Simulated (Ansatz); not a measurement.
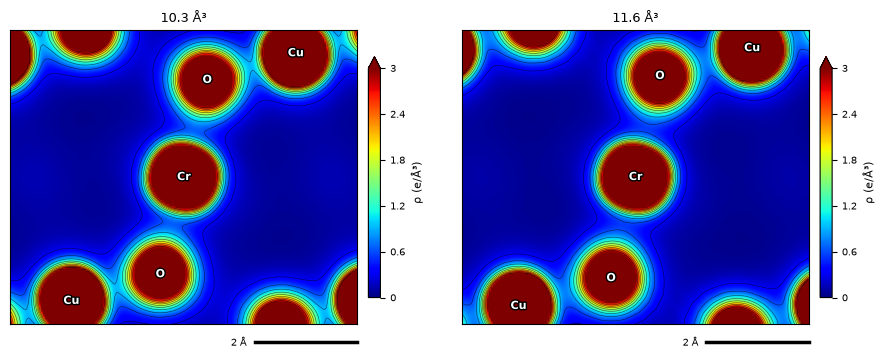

CrCuO2. The valence charge density (pseudo) of cells scaled evenly to different volumes (given per atom above each panel), on the (101̄) plane of each (indices in the axes of the cell below), at one length scale and on one colour scale.

Spin-polarised.

These are results of Ansatz 0.2.0, Kohn-Sham DFT of a periodic cell, revPBE with D3(BJ), Ansatz PAW, not measurements.

The largest cell:

```
CELL_PARAMETERS angstrom
3.03172 0.00000 0.00000
-1.51586 0.87518 5.81179
1.51586 -2.62554 0.00000
ATOMIC_POSITIONS crystal
Cu 0.00000 0.00000 0.00000
Cr 0.50000 0.50000 0.50000
O 0.89208 0.67624 0.89208
O 0.10792 0.32376 0.10792
```

| volume (Å³/atom) | Cu–O contact in the plane (Å) | ρ at its midpoint (e/Å³) | pressure (GPa) | gap on the mesh (eV) | largest moment (μB) | 
| --- | --- | --- | --- | --- | --- |
| 10.26 | 1.808 | 0.918 | 13.4 | 0.97 | 2.35 | 
| 11.13 | 1.858 | ? | ? | ? | ? | 
| 11.57 | 1.882 | 0.757 | −8.6 | 1.05 | 2.47 | 

What values belong in the row with question marks?

Over the known rows ln ρ falls by 2.61 per Å of Cu–O distance (the line through the two), which gives 0.806 e/Å³ at 1.858 Å; the calculation gives 0.808 e/Å³. For the pressure, a straight line in volume between the neighbouring rows gives −1.2 GPa; the calculation gives −2.8, lower because pressure rises ever faster on compression. For the gap on the mesh, a straight line in volume between the neighbouring rows gives 1.02 eV; the calculation gives 1.11. For the largest moment, a straight line in volume between the neighbouring rows gives 2.43 μB; the calculation gives 2.43.
